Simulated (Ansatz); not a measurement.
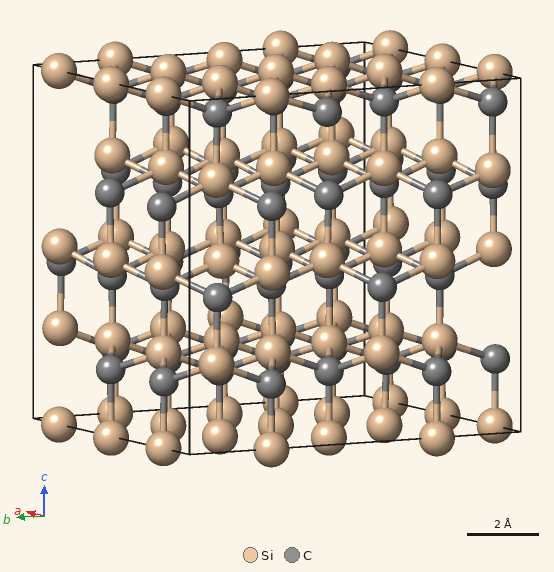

A defect cell of composition Si48C47, before the relaxation. A ball-and-stick model of the cell of the calculation (origin shifted), seen from a free direction.

Method: DFT, PBEsol, PAW, plane waves in Ansatz 0.2.0.

(plane-wave cutoff 420 eV; k-point mesh 1 × 1 × 1; mesh shifted by (0.25, 0.25, 0.25); no spin polarisation; atoms relaxed in a fixed cell; force threshold 0.03 eV/Å; at most 80 steps)

```
Si C
1.0
     9.23420    0.00000    0.00000
     0.00000   10.66274    0.00000
     0.00000    0.00000   10.07595
Si C
48 47
Direct
  0.00151 0.99865 0.49926
  0.33357 0.00265 0.49872
  0.16735 0.25281 0.50137
  0.99868 0.49820 0.49893
  0.66781 0.00114 0.50296
  0.49952 0.24775 0.50058
  0.33475 0.49343 0.49798
  0.16541 0.75067 0.50048
  0.83482 0.25150 0.49997
  0.66868 0.49967 0.49894
  0.49937 0.74894 0.50009
  0.83408 0.74617 0.50355
  0.99682 0.16882 0.25141
  0.33428 0.16821 0.24606
  0.16421 0.41831 0.25284
  0.99857 0.66672 0.25058
  0.66544 0.16589 0.25065
  0.49747 0.41593 0.25194
  0.33538 0.66806 0.24938
  0.16565 0.91410 0.25153
  0.83605 0.41804 0.25274
  0.66426 0.66667 0.25130
  0.50121 0.91793 0.24844
  0.83303 0.91749 0.25012
  0.16313 0.08312 0.75118
  0.99484 0.33384 0.75251
  0.50235 0.08121 0.74678
  0.33381 0.33531 0.74999
  0.16845 0.58801 0.75001
  0.00038 0.83193 0.74590
  0.83778 0.08140 0.74680
  0.66628 0.33505 0.75232
  0.50190 0.58153 0.75162
  0.33078 0.83631 0.75202
  0.83331 0.58753 0.75111
  0.66511 0.83256 0.75128
  0.00113 0.00037 0.99813
  0.33613 0.00060 0.00120
  0.16684 0.24795 0.99935
  0.99978 0.50038 0.99943
  0.66921 0.00156 0.00079
  0.49896 0.25122 0.99997
  0.33510 0.49764 0.00147
  0.16474 0.74851 0.00174
  0.83385 0.24851 0.99927
  0.66485 0.49790 0.99857
  0.49984 0.74842 0.99702
  0.83299 0.74863 0.00024
  0.00032 0.00133 0.18746
  0.33179 0.99639 0.18517
  0.16821 0.24702 0.18677
  0.00297 0.49973 0.18362
  0.66310 0.00142 0.18819
  0.50439 0.24719 0.18696
  0.33542 0.49971 0.18721
  0.16537 0.74653 0.18962
  0.83304 0.25195 0.18792
  0.66719 0.49889 0.18701
  0.50148 0.74908 0.18969
  0.83340 0.75365 0.18840
  0.99954 0.99811 0.68805
  0.33031 0.00399 0.68579
  0.16439 0.24956 0.68485
  0.99939 0.49918 0.68686
  0.66417 0.00193 0.68836
  0.49891 0.25245 0.68411
  0.33834 0.49982 0.68821
  0.17121 0.75051 0.68334
  0.83240 0.25120 0.68587
  0.66751 0.49906 0.68600
  0.50398 0.75054 0.68948
  0.83380 0.75290 0.68727
  0.99751 0.16697 0.43672
  0.33863 0.16527 0.43763
  0.17149 0.41933 0.44254
  0.99708 0.66415 0.43940
  0.66473 0.16752 0.43755
  0.32672 0.66804 0.43763
  0.16418 0.91467 0.43693
  0.83272 0.41802 0.43984
  0.66771 0.66600 0.43309
  0.50140 0.91339 0.43839
  0.83405 0.91538 0.43878
  0.16660 0.08157 0.93836
  0.00114 0.33145 0.94197
  0.49760 0.08154 0.93983
  0.33878 0.33406 0.93988
  0.16243 0.58711 0.93940
  0.99955 0.83260 0.93874
  0.83460 0.08264 0.93993
  0.66731 0.33244 0.93829
  0.50165 0.58104 0.93731
  0.33630 0.83171 0.94046
  0.83416 0.58355 0.93810
  0.66201 0.83530 0.93775
```

Q: What does the optimiser find from here?

A: The atom that moves furthest is Si6 (0.24 Å roughly along [2 1 1]). By element the largest moves are Si 0.24 Å, C 0.15 Å. The cell stays as it was. Near-neighbour distances that change, for instance: Si6–Si10 3.107 → 2.728 Å, Si6–C74 1.839 → 1.978 Å, Si10–C81 1.894 → 1.985 Å, Si43–C88 1.960 → 1.872 Å. Bond angles that change, for instance: Si6–C66–Si32 111.7° → 103.5°, Si6–C77–Si9 110.2° → 103.5°, Si9–C80–Si10 110.5° → 103.9°. The energy falls by 2.129 eV per cell of the calculation in 11 geometry steps. Largest force component: 1.8 eV/Å at the start, 0.0043 eV/Å at the end. The run took 4 min on 7 threads of Arm Neoverse-V2, peak memory 1.9 GiB.

History of the run:

| step | E − E(0), meV/atom | largest force component, eV/Å |
| --- | --- | --- |
| 0 | 0.00 | 1.8214 |
| 1 | -12.62 | 0.8426 |
| 2 | -16.40 | 0.6853 |
| 3 | -17.77 | 0.5292 |
| 4 | -18.85 | 0.4768 |
| 5 | -20.10 | 0.6867 |
| 6 | -20.61 | 0.9513 |
| 7 | -21.91 | 0.3841 |
| 8 | -22.37 | 0.1129 |
| 9 | -22.41 | 0.0315 |
| 10 | -22.41 | 0.0460 |
| 11 | -22.41 | 0.0043 |

After the run, drawn alike:

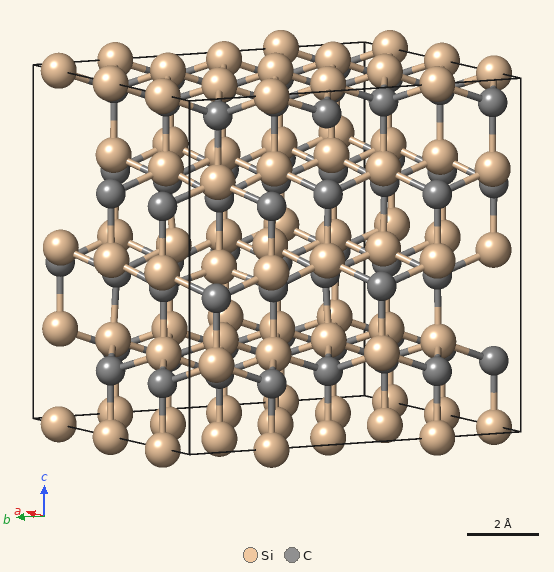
